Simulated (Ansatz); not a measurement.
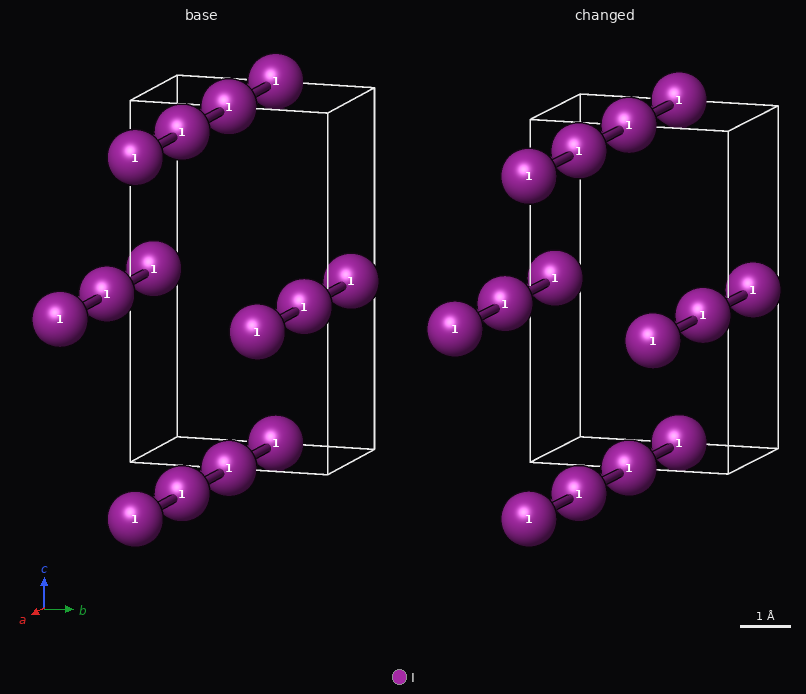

Left: a symmetric starting cell of I. Right: the same structure after one change, at the same scale. A ball-and-stick model of the conventional cell (2 times the calculation's cell), repeated 3 × 1 × 1 with one cell outlined, seen slightly off an axis. Lengths and directions refer to the drawn axes.

These are results of Ansatz 0.2.0, DFT PBEsol, scalar-relativistic, plane waves, PAW, not measurements. Set-up: plane-wave cutoff 420 eV; k-point mesh 12 × 12 × 18; occupations gaussian; smearing width 0.1 eV; no spin polarisation.

Q: What distinguishes the right structure from the left one?

A: The cell is strained by +2.5 % along [2 −1 0], −1.8 % along [1 1 0], −5.2 % along c (volume −4.6 %), the atoms keeping their fractional coordinates. No relaxation follows. The starting cell wasn't computed here and needn't be at equilibrium, so pressure and forces aren't due to the change alone.

Q: How do the computed properties respond?

A: The pressure is −0.5 GPa (not all of it need come from the change, since the unchanged cell can be under pressure at this level too). The principal stresses (compression positive) are −0.2 GPa along a, −1.3 GPa along b, none along the third axis. All forces vanish by symmetry. Near-neighbour distances before and after: I–I 2.880 → 2.912 Å. The space group stays C2/m (No. 12).

Limits of the set-up: an odd number of electrons was run without spin polarisation, which fails if the electron would localise.
